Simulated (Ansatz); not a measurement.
**Geometry relaxation, with input and output: Al$_{26}$InAs$_{27}$ (part 4 of 4)**

Al$_{26}$InAs$_{27}$ (defect cell, 54 atoms in the cell); DFT, PBE, plane-wave PAW, default files, scalar-relativistic, no spin polarisation (Ansatz 0.2.0); cutoff 420 eV, 2×2×2 k-mesh, Fermi–Dirac smearing of 0.01 eV. The structure derives from an entry of the Crystallography Open Database. It belongs to a series of runs on one base structure; here: In on a Al site, charge +0, ions relaxed.

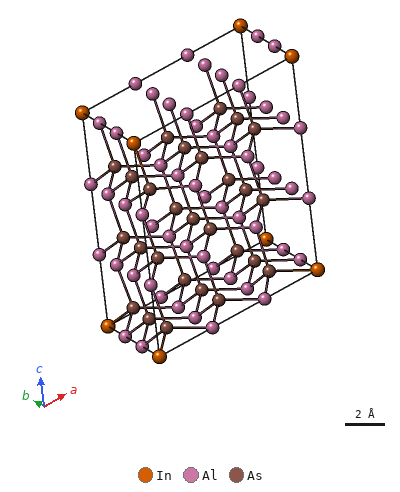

The geometry at step 3 of the log (ball-and-stick view of the cell of the calculation, seen slightly off an axis).

**File populations.tsv, continued**
```
30	As	1_4P	-	3.905055
30	As	2_3D	-	9.996196
31	As	0_4S	-	1.452965
31	As	1_4P	-	3.905055
31	As	2_3D	-	9.996196
32	As	0_4S	-	1.455386
32	As	1_4P	-	3.900325
32	As	2_3D	-	9.996288
33	As	0_4S	-	1.458413
33	As	1_4P	-	3.877935
33	As	2_3D	-	9.996326
34	As	0_4S	-	1.455386
34	As	1_4P	-	3.900325
34	As	2_3D	-	9.996288
35	As	0_4S	-	1.455386
35	As	1_4P	-	3.900325
35	As	2_3D	-	9.996288
36	As	0_4S	-	1.452965
36	As	1_4P	-	3.905055
36	As	2_3D	-	9.996196
37	As	0_4S	-	1.452965
37	As	1_4P	-	3.905055
37	As	2_3D	-	9.996196
38	As	0_4S	-	1.455386
38	As	1_4P	-	3.900325
38	As	2_3D	-	9.996288
39	As	0_4S	-	1.452965
39	As	1_4P	-	3.905055
39	As	2_3D	-	9.996196
40	As	0_4S	-	1.455773
40	As	1_4P	-	3.899253
40	As	2_3D	-	9.996299
41	As	0_4S	-	1.455773
41	As	1_4P	-	3.899253
41	As	2_3D	-	9.996299
42	As	0_4S	-	1.455386
42	As	1_4P	-	3.900325
42	As	2_3D	-	9.996288
43	As	0_4S	-	1.455773
43	As	1_4P	-	3.899253
43	As	2_3D	-	9.996299
44	As	0_4S	-	1.455386
44	As	1_4P	-	3.900325
44	As	2_3D	-	9.996288
45	As	0_4S	-	1.458413
45	As	1_4P	-	3.877935
45	As	2_3D	-	9.996326
46	As	0_4S	-	1.455386
46	As	1_4P	-	3.900325
46	As	2_3D	-	9.996288
47	As	0_4S	-	1.455386
47	As	1_4P	-	3.900325
47	As	2_3D	-	9.996288
48	As	0_4S	-	1.455386
48	As	1_4P	-	3.900325
48	As	2_3D	-	9.996288
49	As	0_4S	-	1.455773
49	As	1_4P	-	3.899253
49	As	2_3D	-	9.996299
50	As	0_4S	-	1.455386
50	As	1_4P	-	3.900325
50	As	2_3D	-	9.996288
51	As	0_4S	-	1.455386
51	As	1_4P	-	3.900325
51	As	2_3D	-	9.996288
52	As	0_4S	-	1.455386
52	As	1_4P	-	3.900325
52	As	2_3D	-	9.996288
53	As	0_4S	-	1.456610
53	As	1_4P	-	3.898323
53	As	2_3D	-	9.996320
```

**Trajectory as extended XYZ (Å, eV, eV/Å), 4 frames, from step=1 to step=4**
```
54
Lattice="0.0000 8.4912 8.4912 8.4912 0.0000 8.4912 8.4912 8.4912 0.0000" Properties=species:S:1:pos:R:3:forces:R:3 step=1 energy=-150713.04556
In    0.0000    0.0000    0.0000    0.0000   0.0000   0.0000
Al    2.8304    2.8304    0.0000    0.0104   0.0104   0.0421
Al    5.6608    5.6608    0.0000   -0.0104  -0.0104   0.0421
Al    2.8304    0.0000    2.8304    0.0104   0.0421   0.0104
Al    5.6608    2.8304    2.8304   -0.0045   0.0045   0.0045
Al    8.4912    5.6608    2.8304   -0.0421  -0.0104   0.0104
Al    5.6608    0.0000    5.6608   -0.0104   0.0421  -0.0104
Al    8.4912    2.8304    5.6608   -0.0421   0.0104  -0.0104
Al   11.3216    5.6608    5.6608    0.0042  -0.0042  -0.0042
Al    0.0000    2.8304    2.8304    0.0421   0.0104   0.0104
Al    2.8304    5.6608    2.8304    0.0045  -0.0045   0.0045
Al    5.6608    8.4912    2.8304   -0.0104  -0.0421   0.0104
Al    2.8304    2.8304    5.6608    0.0045   0.0045  -0.0045
Al    5.6608    5.6608    5.6608   -0.0045  -0.0045  -0.0045
Al    8.4912    8.4912    5.6608    0.0000   0.0000   0.0040
Al    5.6608    2.8304    8.4912   -0.0104   0.0104  -0.0421
Al    8.4912    5.6608    8.4912    0.0000   0.0040   0.0000
Al   11.3216    8.4912    8.4912   -0.0040   0.0000   0.0000
Al    0.0000    5.6608    5.6608    0.0421  -0.0104  -0.0104
Al    2.8304    8.4912    5.6608    0.0104  -0.0421  -0.0104
Al    5.6608   11.3216    5.6608   -0.0042   0.0042  -0.0042
Al    2.8304    5.6608    8.4912    0.0104  -0.0104  -0.0421
Al    5.6608    8.4912    8.4912    0.0040   0.0000   0.0000
Al    8.4912   11.3216    8.4912    0.0000  -0.0040   0.0000
Al    5.6608    5.6608   11.3216   -0.0042  -0.0042   0.0042
Al    8.4912    8.4912   11.3216    0.0000   0.0000  -0.0040
Al   11.3216   11.3216   11.3216    0.0042   0.0042   0.0042
As    1.4152    1.4152    1.4152    1.0142   1.0142   1.0142
As    4.2456    4.2456    1.4152    0.0000   0.0000  -0.0082
As    7.0760    7.0760    1.4152   -1.0142  -1.0142   1.0142
As    4.2456    1.4152    4.2456    0.0000  -0.0082   0.0000
As    7.0760    4.2456    4.2456    0.0082   0.0000   0.0000
As    9.9064    7.0760    4.2456   -0.0032   0.0032  -0.0078
As    7.0760    1.4152    7.0760   -1.0142   1.0142  -1.0142
As    9.9064    4.2456    7.0760   -0.0032  -0.0078   0.0032
As   12.7368    7.0760    7.0760    0.0078   0.0032   0.0032
As    1.4152    4.2456    4.2456   -0.0082   0.0000   0.0000
As    4.2456    7.0760    4.2456    0.0000   0.0082   0.0000
As    7.0760    9.9064    4.2456    0.0032  -0.0032  -0.0078
As    4.2456    4.2456    7.0760    0.0000   0.0000   0.0082
As    7.0760    7.0760    7.0760    0.0003   0.0003   0.0003
As    9.9064    9.9064    7.0760   -0.0003  -0.0003   0.0003
As    7.0760    4.2456    9.9064    0.0032  -0.0078  -0.0032
As    9.9064    7.0760    9.9064   -0.0003   0.0003  -0.0003
As   12.7368    9.9064    9.9064    0.0078  -0.0032  -0.0032
As    1.4152    7.0760    7.0760    1.0142  -1.0142  -1.0142
As    4.2456    9.9064    7.0760   -0.0078  -0.0032   0.0032
As    7.0760   12.7368    7.0760    0.0032   0.0078   0.0032
As    4.2456    7.0760    9.9064   -0.0078   0.0032  -0.0032
As    7.0760    9.9064    9.9064    0.0003  -0.0003  -0.0003
As    9.9064   12.7368    9.9064   -0.0032   0.0078  -0.0032
As    7.0760    7.0760   12.7368    0.0032   0.0032   0.0078
As    9.9064    9.9064   12.7368   -0.0032  -0.0032   0.0078
As   12.7368   12.7368   12.7368    0.0000   0.0000   0.0000
54
Lattice="0.0000 8.4912 8.4912 8.4912 0.0000 8.4912 8.4912 8.4912 0.0000" Properties=species:S:1:pos:R:3:forces:R:3 step=2 energy=-150713.44390
In    0.0000    0.0000    0.0000    0.0000   0.0000   0.0000
Al    2.8608    2.8608   -0.0075   -0.0873  -0.0873   0.0505
Al    5.6304    5.6304   -0.0075    0.0873   0.0873   0.0505
Al    2.8608   -0.0075    2.8608   -0.0873   0.0505  -0.0873
Al    5.6641    2.8271    2.8271    0.0157  -0.0157  -0.0157
Al    8.4987    5.6304    2.8608   -0.0505   0.0873  -0.0873
Al    5.6304   -0.0075    5.6304    0.0873   0.0505   0.0873
Al    8.4987    2.8608    5.6304   -0.0505  -0.0873   0.0873
Al   11.3239    5.6585    5.6585   -0.0237   0.0237   0.0237
Al   -0.0075    2.8608    2.8608    0.0505  -0.0873  -0.0873
Al    2.8271    5.6641    2.8271   -0.0157   0.0157  -0.0157
Al    5.6304    8.4987    2.8608    0.0873  -0.0505  -0.0873
Al    2.8271    2.8271    5.6641   -0.0157  -0.0157   0.0157
Al    5.6641    5.6641    5.6641    0.0157   0.0157   0.0157
Al    8.4912    8.4912    5.6621    0.0000   0.0000  -0.0120
Al    5.6304    2.8608    8.4987    0.0873  -0.0873  -0.0505
Al    8.4912    5.6621    8.4912    0.0000  -0.0120   0.0000
Al   11.3203    8.4912    8.4912    0.0120   0.0000   0.0000
Al   -0.0075    5.6304    5.6304    0.0505   0.0873   0.0873
Al    2.8608    8.4987    5.6304   -0.0873  -0.0505   0.0873
Al    5.6585   11.3239    5.6585    0.0237  -0.0237   0.0237
Al    2.8608    5.6304    8.4987   -0.0873   0.0873  -0.0505
Al    5.6621    8.4912    8.4912   -0.0120   0.0000   0.0000
Al    8.4912   11.3203    8.4912    0.0000   0.0120   0.0000
Al    5.6585    5.6585   11.3239    0.0237   0.0237  -0.0237
Al    8.4912    8.4912   11.3203    0.0000   0.0000   0.0120
Al   11.3239   11.3239   11.3239   -0.0237  -0.0237  -0.0237
As    1.5177    1.5177    1.5177   -0.1898  -0.1898  -0.1898
As    4.2456    4.2456    1.4345    0.0000   0.0000  -0.1153
As    6.9735    6.9735    1.5177    0.1898   0.1898  -0.1898
As    4.2456    1.4345    4.2456    0.0000  -0.1153   0.0000
As    7.0567    4.2456    4.2456    0.1153   0.0000   0.0000
As    9.9087    7.0737    4.2520   -0.0102   0.0102  -0.0382
As    6.9735    1.5177    6.9735    0.1898  -0.1898   0.1898
As    9.9087    4.2520    7.0737   -0.0102  -0.0382   0.0102
As   12.7304    7.0737    7.0737    0.0382   0.0102   0.0102
As    1.4345    4.2456    4.2456   -0.1153   0.0000   0.0000
As    4.2456    7.0567    4.2456    0.0000   0.1153   0.0000
As    7.0737    9.9087    4.2520    0.0102  -0.0102  -0.0382
As    4.2456    4.2456    7.0567    0.0000   0.0000   0.1153
As    7.0779    7.0779    7.0779   -0.0071  -0.0071  -0.0071
As    9.9045    9.9045    7.0779    0.0071   0.0071  -0.0071
As    7.0737    4.2520    9.9087    0.0102  -0.0382  -0.0102
As    9.9045    7.0779    9.9045    0.0071  -0.0071   0.0071
As   12.7304    9.9087    9.9087    0.0382  -0.0102  -0.0102
As    1.5177    6.9735    6.9735   -0.1898   0.1898   0.1898
As    4.2520    9.9087    7.0737   -0.0382  -0.0102   0.0102
As    7.0737   12.7304    7.0737    0.0102   0.0382   0.0102
As    4.2520    7.0737    9.9087   -0.0382   0.0102  -0.0102
As    7.0779    9.9045    9.9045   -0.0071   0.0071   0.0071
As    9.9087   12.7304    9.9087   -0.0102   0.0382  -0.0102
As    7.0737    7.0737   12.7304    0.0102   0.0102   0.0382
As    9.9087    9.9087   12.7304   -0.0102  -0.0102   0.0382
As   12.7368   12.7368   12.7368    0.0000   0.0000   0.0000
54
Lattice="0.0000 8.4912 8.4912 8.4912 0.0000 8.4912 8.4912 8.4912 0.0000" Properties=species:S:1:pos:R:3:forces:R:3 step=3 energy=-150713.49319
In    0.0000    0.0000    0.0000    0.0000   0.0000   0.0000
Al    2.8469    2.8469   -0.0033   -0.0003  -0.0003   0.0086
Al    5.6443    5.6443   -0.0033    0.0003   0.0003   0.0086
Al    2.8469   -0.0033    2.8469   -0.0003   0.0086  -0.0003
Al    5.6626    2.8286    2.8286   -0.0032   0.0032   0.0032
Al    8.4945    5.6443    2.8469   -0.0086   0.0003  -0.0003
Al    5.6443   -0.0033    5.6443    0.0003   0.0086   0.0003
Al    8.4945    2.8469    5.6443   -0.0086  -0.0003   0.0003
Al   11.3210    5.6614    5.6614    0.0059  -0.0059  -0.0059
Al   -0.0033    2.8469    2.8469    0.0086  -0.0003  -0.0003
Al    2.8286    5.6626    2.8286    0.0032  -0.0032   0.0032
Al    5.6443    8.4945    2.8469    0.0003  -0.0086  -0.0003
Al    2.8286    2.8286    5.6626    0.0032   0.0032  -0.0032
Al    5.6626    5.6626    5.6626   -0.0032  -0.0032  -0.0032
Al    8.4912    8.4912    5.6603    0.0000   0.0000   0.0035
Al    5.6443    2.8469    8.4945    0.0003  -0.0003  -0.0086
Al    8.4912    5.6603    8.4912    0.0000   0.0035   0.0000
Al   11.3221    8.4912    8.4912   -0.0035   0.0000   0.0000
Al   -0.0033    5.6443    5.6443    0.0086   0.0003   0.0003
Al    2.8469    8.4945    5.6443   -0.0003  -0.0086   0.0003
Al    5.6614   11.3210    5.6614   -0.0059   0.0059  -0.0059
Al    2.8469    5.6443    8.4945   -0.0003   0.0003  -0.0086
Al    5.6603    8.4912    8.4912    0.0035   0.0000   0.0000
Al    8.4912   11.3221    8.4912    0.0000  -0.0035   0.0000
Al    5.6614    5.6614   11.3210   -0.0059  -0.0059   0.0059
Al    8.4912    8.4912   11.3221    0.0000   0.0000  -0.0035
Al   11.3210   11.3210   11.3210    0.0059   0.0059   0.0059
As    1.4909    1.4909    1.4909    0.0366   0.0366   0.0366
As    4.2456    4.2456    1.4204    0.0000   0.0000  -0.0162
As    7.0003    7.0003    1.4909   -0.0366  -0.0366   0.0366
As    4.2456    1.4204    4.2456    0.0000  -0.0162   0.0000
As    7.0708    4.2456    4.2456    0.0162   0.0000   0.0000
As    9.9066    7.0758    4.2460   -0.0022   0.0022  -0.0044
As    7.0003    1.4909    7.0003   -0.0366   0.0366  -0.0366
As    9.9066    4.2460    7.0758   -0.0022  -0.0044   0.0022
As   12.7364    7.0758    7.0758    0.0044   0.0022   0.0022
As    1.4204    4.2456    4.2456   -0.0162   0.0000   0.0000
As    4.2456    7.0708    4.2456    0.0000   0.0162   0.0000
As    7.0758    9.9066    4.2460    0.0022  -0.0022  -0.0044
As    4.2456    4.2456    7.0708    0.0000   0.0000   0.0162
As    7.0768    7.0768    7.0768    0.0009   0.0009   0.0009
As    9.9056    9.9056    7.0768   -0.0009  -0.0009   0.0009
As    7.0758    4.2460    9.9066    0.0022  -0.0044  -0.0022
As    9.9056    7.0768    9.9056   -0.0009   0.0009  -0.0009
As   12.7364    9.9066    9.9066    0.0044  -0.0022  -0.0022
As    1.4909    7.0003    7.0003    0.0366  -0.0366  -0.0366
As    4.2460    9.9066    7.0758   -0.0044  -0.0022   0.0022
As    7.0758   12.7364    7.0758    0.0022   0.0044   0.0022
As    4.2460    7.0758    9.9066   -0.0044   0.0022  -0.0022
As    7.0768    9.9056    9.9056    0.0009  -0.0009  -0.0009
As    9.9066   12.7364    9.9066   -0.0022   0.0044  -0.0022
As    7.0758    7.0758   12.7364    0.0022   0.0022   0.0044
As    9.9066    9.9066   12.7364   -0.0022  -0.0022   0.0044
As   12.7368   12.7368   12.7368    0.0000   0.0000   0.0000
54
Lattice="0.0000 8.4912 8.4912 8.4912 0.0000 8.4912 8.4912 8.4912 0.0000" Properties=species:S:1:pos:R:3:forces:R:3 step=4 energy=-150713.49402
In    0.0000    0.0000    0.0000    0.0000   0.0000   0.0000
Al    2.8474    2.8474   -0.0033   -0.0013  -0.0013   0.0029
Al    5.6438    5.6438   -0.0033    0.0013   0.0013   0.0029
Al    2.8474   -0.0033    2.8474   -0.0013   0.0029  -0.0013
Al    5.6623    2.8289    2.8289   -0.0013   0.0013   0.0013
Al    8.4945    5.6438    2.8474   -0.0029   0.0013  -0.0013
Al    5.6438   -0.0033    5.6438    0.0013   0.0029   0.0013
Al    8.4945    2.8474    5.6438   -0.0029  -0.0013   0.0013
Al   11.3212    5.6612    5.6612    0.0026  -0.0026  -0.0026
Al   -0.0033    2.8474    2.8474    0.0029  -0.0013  -0.0013
Al    2.8289    5.6623    2.8289    0.0013  -0.0013   0.0013
Al    5.6438    8.4945    2.8474    0.0013  -0.0029  -0.0013
Al    2.8289    2.8289    5.6623    0.0013   0.0013  -0.0013
Al    5.6623    5.6623    5.6623   -0.0013  -0.0013  -0.0013
Al    8.4912    8.4912    5.6605    0.0000   0.0000   0.0027
Al    5.6438    2.8474    8.4945    0.0013  -0.0013  -0.0029
Al    8.4912    5.6605    8.4912    0.0000   0.0027   0.0000
Al   11.3219    8.4912    8.4912   -0.0027   0.0000   0.0000
Al   -0.0033    5.6438    5.6438    0.0029   0.0013   0.0013
Al    2.8474    8.4945    5.6438   -0.0013  -0.0029   0.0013
Al    5.6612   11.3212    5.6612   -0.0026   0.0026  -0.0026
Al    2.8474    5.6438    8.4945   -0.0013   0.0013  -0.0029
Al    5.6605    8.4912    8.4912    0.0027   0.0000   0.0000
Al    8.4912   11.3219    8.4912    0.0000  -0.0027   0.0000
Al    5.6612    5.6612   11.3212   -0.0026  -0.0026   0.0026
Al    8.4912    8.4912   11.3219    0.0000   0.0000  -0.0027
Al   11.3212   11.3212   11.3212    0.0026   0.0026   0.0026
As    1.4940    1.4940    1.4940    0.0045   0.0045   0.0045
As    4.2456    4.2456    1.4197    0.0000   0.0000  -0.0068
As    6.9972    6.9972    1.4940   -0.0045  -0.0045   0.0045
As    4.2456    1.4197    4.2456    0.0000  -0.0068   0.0000
As    7.0715    4.2456    4.2456    0.0068   0.0000   0.0000
As    9.9065    7.0759    4.2459   -0.0011   0.0011  -0.0022
As    6.9972    1.4940    6.9972   -0.0045   0.0045  -0.0045
As    9.9065    4.2459    7.0759   -0.0011  -0.0022   0.0011
As   12.7365    7.0759    7.0759    0.0022   0.0011   0.0011
As    1.4197    4.2456    4.2456   -0.0068   0.0000   0.0000
As    4.2456    7.0715    4.2456    0.0000   0.0068   0.0000
As    7.0759    9.9065    4.2459    0.0011  -0.0011  -0.0022
As    4.2456    4.2456    7.0715    0.0000   0.0000   0.0068
As    7.0766    7.0766    7.0766    0.0009   0.0009   0.0009
As    9.9058    9.9058    7.0766   -0.0009  -0.0009   0.0009
As    7.0759    4.2459    9.9065    0.0011  -0.0022  -0.0011
As    9.9058    7.0766    9.9058   -0.0009   0.0009  -0.0009
As   12.7365    9.9065    9.9065    0.0022  -0.0011  -0.0011
As    1.4940    6.9972    6.9972    0.0045  -0.0045  -0.0045
As    4.2459    9.9065    7.0759   -0.0022  -0.0011   0.0011
As    7.0759   12.7365    7.0759    0.0011   0.0022   0.0011
As    4.2459    7.0759    9.9065   -0.0022   0.0011  -0.0011
As    7.0766    9.9058    9.9058    0.0009  -0.0009  -0.0009
As    9.9065   12.7365    9.9065   -0.0011   0.0022  -0.0011
As    7.0759    7.0759   12.7365    0.0011   0.0011   0.0022
As    9.9065    9.9065   12.7365   -0.0011  -0.0011   0.0022
As   12.7368   12.7368   12.7368    0.0000   0.0000   0.0000
```

**Summary**

| quantity | value |
| --- | --- |
| outcome | converged |
| electrons treated | 496 |
| free energy | −150713.4940 eV |
| Fermi energy | 7.249 eV |
| gap on the k-point mesh | 1.42 eV |
| pressure | 3.23 GPa |
| final volume | 1224.44 Å³ |
| field gradient V_zz (10²¹ V/m²) | In 0.0000, Al −0.21, Al −0.21, Al −0.21, Al −0.0150, Al −0.21, Al −0.21, Al −0.21 (the first 8 of 54 sites) |
| largest force (length of the vector) at the end | 0.008 eV/Å |
| hardware | 4 threads of Arm Neoverse V2, 24 GiB of memory available, shared host |
| wall time | 89 s (CPU time 5.8 min) |
| peak memory | 5.5 GiB |

**Notes**

The program warns: the field gradients leave out spin–orbit coupling; the SCF threshold is looser than advised for the printed stress.
